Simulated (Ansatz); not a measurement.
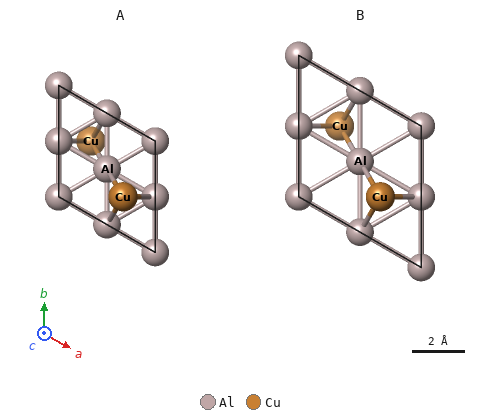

Two geometries of a crystal of Al$_{2}$Cu (a generated structure, set up in P-3m1) (coarse preliminary run), drawn at one scale. One is the start of a relaxation, the other its converged end. A ball-and-stick model of the cell of the calculation, seen along the c axis.

Computed with DFT PBE, scalar-relativistic, plane waves, PAW (Ansatz). Set-up: plane-wave cutoff 420 eV; k-point mesh 6 × 6 × 4; occupations gaussian; smearing width 0.1 eV; no spin polarisation; cell and atoms relaxed; force threshold 0.04 eV/Å; at most 70 steps.

Which one is relaxed?

Structure B is the relaxed one. Over 12 accepted moves (14 points after the start) the energy falls by 12.828 eV per cell of the calculation. The largest force component goes from 0.27 to 0.0074 eV/Å. Pressure: 55.99 GPa at the start and 0.22 GPa at the end. At 2 points the geometry stayed and the basis and grid were re-selected for the new cell (energy shift of 0.447 eV per cell of the calculation at most each time). The largest moves relative to the cell, 0.24 Å, are those of Cu atoms. Al stays in place. The volume changes by +10.0 %, with a = b 4.290 → 5.448 Å (+27.0 %), c 5.929 → 4.043 Å (−31.8 %). Near-neighbour distances that change, for instance: Al–Cu 3.538 → 2.562 Å, Al–Al 2.145 → 2.724 Å, Cu–Cu 2.574 → 3.145 Å, Al–Cu 2.893 → 2.560 Å. Among the angles between lasting bonds that change: Al–Cu–Cu 116.9° → 107.9°, Cu–Cu–Cu 112.9° → 120.0°. The space group (tolerance 0.01 Å) goes from P-3m1 (No. 164) to P6/mmm (No. 191).
